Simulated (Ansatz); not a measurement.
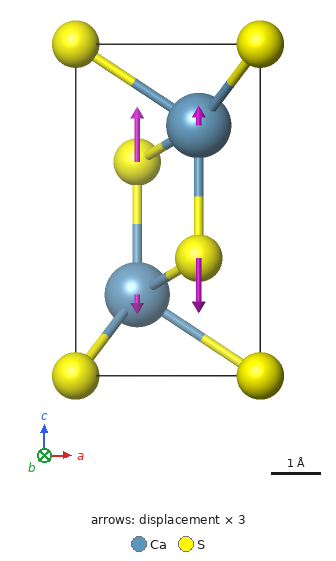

A relaxation of crystalline Ca$_{2}$S$_{3}$ (built on the A-type sesquioxide_164 type) (coarse preliminary run). The starting structure is drawn; purple arrows show the displacements (the part carried along by the change of the cell is left out), magnified 3 times.

A ball-and-stick model of the cell of the calculation, seen along the b axis.

Case: A-type sesquioxide type (P-3m1, No. 164).

All numbers below come from Ansatz 0.2.0, DFT PBE, scalar-relativistic, plane waves, PAW.

Input file:
```yaml
crystal:
  lattice:
    - [4.4270677623, 0.0, 0.0]
    - [-2.2135338811, 3.8339531464, 0.0]
    - [0.0, 0.0, 6.8877983205]
  atoms:
    - { symbol: Ca, position: [0.3333333333, 0.6666666667, 0.245] }
    - { symbol: Ca, position: [0.6666666667, 0.3333333333, 0.755] }
    - { symbol: S, position: [0.0, 0.0, 0.0] }
    - { symbol: S, position: [0.3333333333, 0.6666666667, 0.645] }
    - { symbol: S, position: [0.6666666667, 0.3333333333, 0.355] }
basis:
  ecutwfc: 420
kpoints:
  mp_grid: { grid: [6, 6, 4] }
hamiltonian:
  xc: pbe
scf:
  occupations: { method: gaussian, width: 0.1 }
  lower_state_search: "off"
output:
  forces: true
  stress: true
  eigenvalues: true
relax:
  adjacent_minimum: "off"
  f_tol: 0.04
  max_steps: 70
  cell: { stress_tol: 0.4 }
```

Launched with:
```bash
ansatz run input.yaml --threads 1 --pin off --max-ram 2560MiB --backend cpu --events-out ev --progress --plain --runs-dir out
```

Q: Which element moves most?

A: Sulfur: up to 0.38 Å, against 0.14 Å for calcium.

Q: Describe the change and its energy.

A: After 8 accepted moves (10 points after the start) the energy has fallen by 75.6 meV per atom. The largest force component goes from 0.92 to 0.019 eV/Å. Pressure: 3.42 GPa at the start and −0.05 GPa at the end. The line search rejected the trial step at point 8 of the run. The SCF was repeated once at an unchanged geometry on a basis and grid sized afresh for the cell, which shifted the energy by 0.4 meV per atom at most. The largest moves relative to the cell, 0.38 Å, are those of S4 and S5. S4 goes along +c. Largest moves by element: S 0.38 Å, Ca 0.14 Å. The volume changes by +1.8 %, with a = b 4.427 → 4.898 Å (+10.6 %), c 6.888 → 5.730 Å (−16.8 %). Near-neighbour distances that change, for instance: Ca1–S4 4.133 → 2.917 Å, Ca1–S5 2.666 → 2.854 Å, Ca1–S4 (another image) 2.755 → 2.813 Å, Ca1–S3 3.063 → 3.098 Å. New bonds form: Ca1–S4 (4.13 → 2.92 Å), Ca2–S5 (4.13 → 2.92 Å). Among the angles between lasting bonds that change: Ca1–S3–Ca1 92.6° → 104.5°, Ca1–S3–Ca2 87.4° → 75.5°, Ca1–S4–Ca2 106.5° → 97.8°. The space group stays P-3m1 (No. 164).
